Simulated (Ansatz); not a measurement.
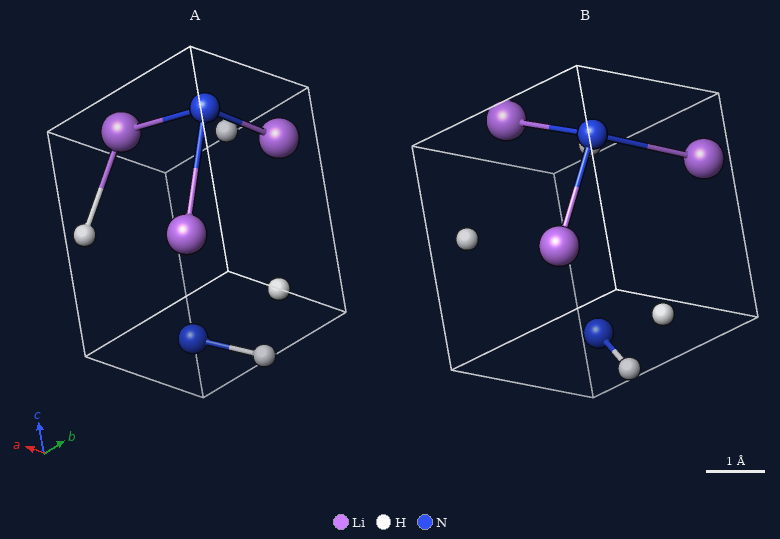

Two geometries of a crystal of Li$_{3}$H$_{3}$N$_{2}$ (built on the V3Cr3Si2-155 type type), drawn at one scale. One is the start of a relaxation, the other its converged end. The picture is a ball-and-stick view of the cell of the calculation, seen from a free direction.

Theory: DFT, PBEsol, plane waves, PAW (Ansatz 0.2.0). Set-up: plane-wave cutoff 420 eV; k-point mesh 6 × 6 × 6; occupations fermi dirac; smearing width 0.05 eV; no spin polarisation; cell and atoms relaxed; force threshold 0.01 eV/Å; at most 120 steps.

> Which one is relaxed?

Structure B is the relaxed one. Case: shaken. The energy falls by 2.924 eV per cell of the calculation in 18 accepted moves (22 points after the start). The largest force component goes from 5 to 0.006 eV/Å. The pressure goes from 9.92 to −0.01 GPa. The line search rejected the trial step at point 6 of the run. The SCF was repeated 3 times at an unchanged geometry on a basis and grid sized afresh for the cell, which shifted the energy by 59.1 meV per cell of the calculation at most. The largest move relative to the cell is that of an H atom, 0.79 Å along [3 −1 −1]. Largest moves by element: H 0.79 Å, Li 0.48 Å, N 0.42 Å. Cell: a 3.999 → 4.116 Å (+2.9 %), b 3.924 → 3.998 Å (+1.9 %), c 3.964 → 3.944 Å (−0.5 %), α 71.4° → 76.4°, β 71.1° → 76.3°, γ 71.6° → 84.5°. Volume +13.0 %. Among the contacts that change: H–N 1.315 → 2.074 Å, H–Li 1.535 → 2.184 Å, H–N 1.385 → 2.020 Å, Li–Li 2.167 → 2.661 Å. Bonds break, among them: H–Li (1.54 → 2.18 Å), H–N (1.32 → 2.07 Å). Among the angles between lasting bonds that change: Li–H–Li 117.4° → 81.9°, N–Li–N 157.5° → 130.4°, Li–N–Li 99.9° → 78.0°. The space group stays P1 (No. 1).
